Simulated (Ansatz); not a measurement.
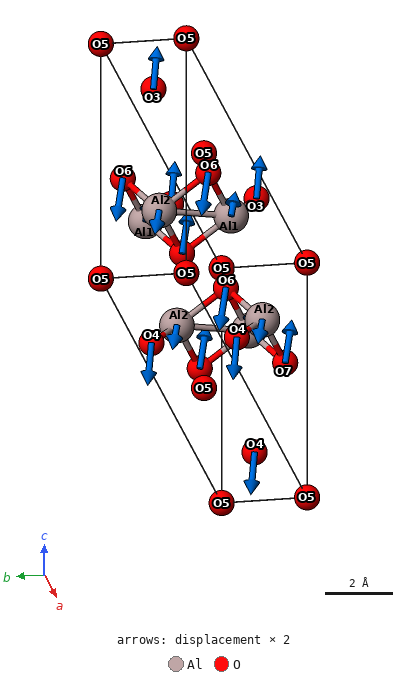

This is a relaxation of crystalline Al2O5 (a generated structure, set up in C2/m) (coarse preliminary run). The starting structure is drawn; blue arrows show the displacements (the part carried along by the change of the cell is left out), magnified 2 times.

A ball-and-stick model of the conventional cell (2 times the calculation's cell), seen from a free direction. Lengths and directions refer to the drawn axes.

Theory: DFT PBE, scalar-relativistic, plane waves, PAW (Ansatz 0.2.0). Set-up: plane-wave cutoff 420 eV; k-point mesh 8 × 8 × 4; occupations gaussian; smearing width 0.1 eV; no spin polarisation; cell and atoms relaxed; force threshold 0.05 eV/Å; at most 80 steps.

**Which element moves most?**

Oxygen: up to 0.71 Å, against 0.42 Å for aluminium.

**Describe the change and its energy.**

The largest moves relative to the cell, 0.71 Å, are those of O6 and O7. O6 goes along [−1 0 −3]. By element the largest moves are O 0.71 Å, Al 0.42 Å. The drawn cell changes as follows: a 9.735 → 10.739 Å (+10.3 %), b 2.895 → 3.019 Å (+4.3 %), c 7.083 → 7.966 Å (+12.5 %), β 127.4° → 135.8°; the volume changes by +13.6 %. Among the contacts that change: Al1–Al2 2.360 → 2.666 Å, Al1–O7 1.859 → 1.778 Å, Al1–O6 1.848 → 1.896 Å, Al1–O3 1.777 → 1.791 Å. Bond angles that change, for instance: O3–Al1–O6 118.9° → 138.7°, O6–Al1–O7 100.9° → 87.0°, Al1–O7–Al2 79.1° → 93.0°. The space group stays C2/m (No. 12). Over 12 accepted moves (15 points after the start) the energy falls by 341 meV per atom. Largest force component: 3.3 eV/Å at the start, 0.047 eV/Å at the end. The pressure goes from −2.20 to 0.02 GPa. At 3 points the geometry stayed and the basis and grid were re-selected for the new cell (energy shift of 6.9 meV per atom at most each time).

Limits of the set-up: layers or molecules are held without a dispersion correction, so their spacing is unreliable.
